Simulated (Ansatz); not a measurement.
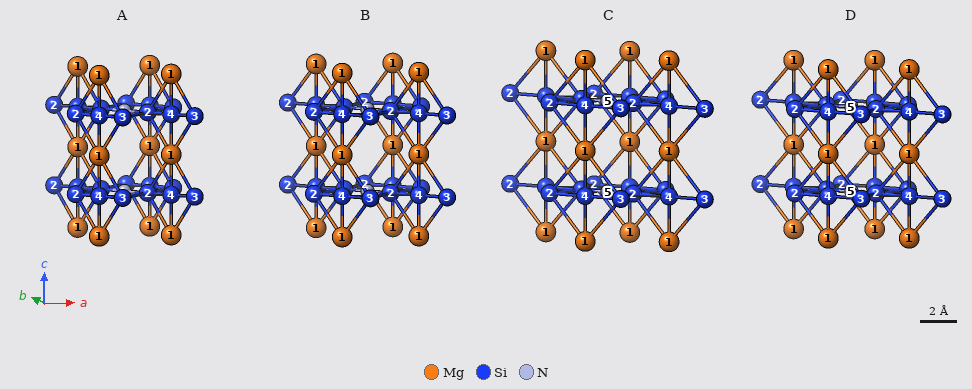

4 geometries from one relaxation of crystalline MgSi3N (a generated structure, set up in Cmmm) (coarse preliminary run), in shuffled order. Style: ball-and-stick. Shown: the cell of the calculation, slightly off an axis.

The calculation used DFT PBE, scalar-relativistic, plane waves, PAW in Ansatz 0.2.0. (plane-wave cutoff 420 eV; k-point mesh 4 × 4 × 4; occupations gaussian; smearing width 0.1 eV; no spin polarisation; cell and atoms relaxed; force threshold 0.04 eV/Å; at most 70 steps)

Q: Put them in the order of the run, from the start to the converged end.

A: A, B, D, C. They are steps 0, 2, 5, 13, at +16.471 eV per cell of the calculation, +4.845 eV per cell of the calculation, +0.750 eV per cell of the calculation relative to the last. The largest moves relative to the cell, 0.32 Å, are those of Si2 and Si3. Si2 goes along [−1 1 0]. Mg and N stay in place. The drawn cell changes as follows: a = b 4.119 → 4.756 Å (+15.5 %), c 4.597 → 5.174 Å (+12.5 %), γ 99.3° → 120.7°; the volume changes by +30.8 %. Near-neighbour distances that change, for instance: Si2–Si4 1.576 → 2.396 Å, Mg1–Si2 2.787 → 3.526 Å, Si4–N5 2.666 → 2.354 Å, Mg1–Si4 2.298 → 2.587 Å. Bond angles that change, for instance: Si2–Si3–Si2 179.5° → 148.7°, Si2–Si3–N5 90.3° → 105.6°, Si2–Si3–Si4 89.7° → 74.4°. The space group stays Cmmm (No. 65). Over 11 accepted moves (13 points after the start) the energy falls by 16.471 eV per cell of the calculation. The largest force component goes from 28 to 0.039 eV/Å. Pressure: 86.69 GPa at the start and −0.07 GPa at the end. The SCF was repeated twice at an unchanged geometry on a basis and grid sized afresh for the cell, which shifted the energy by 0.225 eV per cell of the calculation at most. Cost: 29 s on 1 thread of Intel(R) Xeon(R) Processor @ 2.70GHz, on a shared host, peak memory 0.4 GiB.

Limits of the set-up: the k-point mesh is coarse for a cell with partly filled bands.
